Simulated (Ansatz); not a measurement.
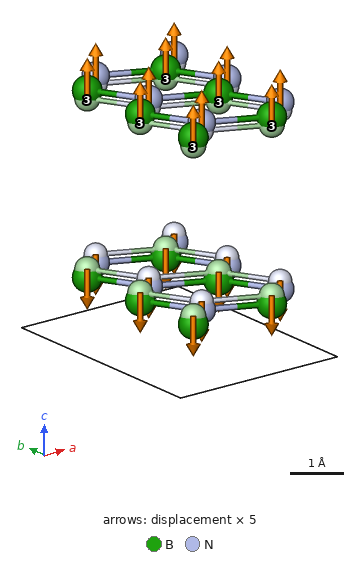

This is a constrained relaxation of a slab of composition BN. The starting structure is drawn faded, the final one solid; orange arrows show the displacements, magnified 5 times.

The picture is a ball-and-stick view of the 2 × 3 repeat of the cell, outlined in the plane, without the vacuum, seen slightly off an axis.

Case: bilayer, upper layer shifted by (0, 0).

All numbers below come from Ansatz 0.2.0, DFT PBE+D3(BJ), scalar-relativistic, plane waves, PAW. Settings: plane-wave cutoff 420 eV; k-point mesh 10 × 10 × 1; occupations gaussian; smearing width 0.02 eV; no spin polarisation; atoms relaxed in a fixed cell; force threshold 0.01 eV/Å; at most 50 steps.

What did the optimiser do to the structure, and how much energy did it gain?

Answer. After 3 geometry steps the energy has fallen by 17.3 meV per cell of the calculation. The largest force component goes from 0.079 to 0.005 eV/Å. The largest moves relative to the layer's centre, 0.16 Å, are those of B and N atoms. By element the largest moves are N 0.16 Å, B 0.16 Å. The cell doesn't change.
